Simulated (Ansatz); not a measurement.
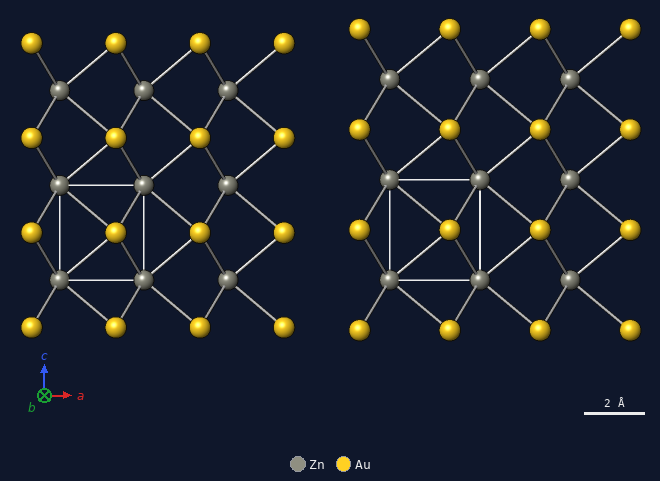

Two geometries of a crystal of ZnAu (built on the tungsten carbide_187 type) (coarse preliminary run), drawn at one scale. One is the start of a relaxation, the other its converged end. The picture is a ball-and-stick view of the cell of the calculation, repeated 2 × 1 × 2 with one cell outlined, seen along the b axis.

These are results of Ansatz, DFT PBE, scalar-relativistic, plane waves, PAW, not measurements. (plane-wave cutoff 420 eV; k-point mesh 6 × 6 × 6; occupations gaussian; smearing width 0.1 eV; no spin polarisation; cell and atoms relaxed; force threshold 0.04 eV/Å; at most 70 steps)

Question: Which of the two is the end point?

Answer: The right one is the relaxed one. Case: tungsten carbide type (P-6m2, No. 187). Over 3 accepted moves (4 points after the start) the energy falls by 258 meV per atom. All forces vanish by symmetry, so only the cell relaxes. Pressure: 31.28 GPa at the start and 0.28 GPa at the end. At 1 point the geometry stayed and the basis and grid were re-selected for the new cell (energy shift of 2.4 meV per atom at most each time). The atoms keep their places relative to the cell (all moves are under 0.005 Å). The drawn cell changes as follows: a = b 3.277 → 3.515 Å (+7.2 %), c 3.197 → 3.386 Å (+5.9 %); the volume changes by +21.8 %. Among the contacts that change: Au–Zn 2.477 → 2.643 Å. The space group stays P-6m2 (No. 187). The run took 8.4 s on 1 thread of Arm Neoverse V2 (shared host), peak memory 0.28 GiB.
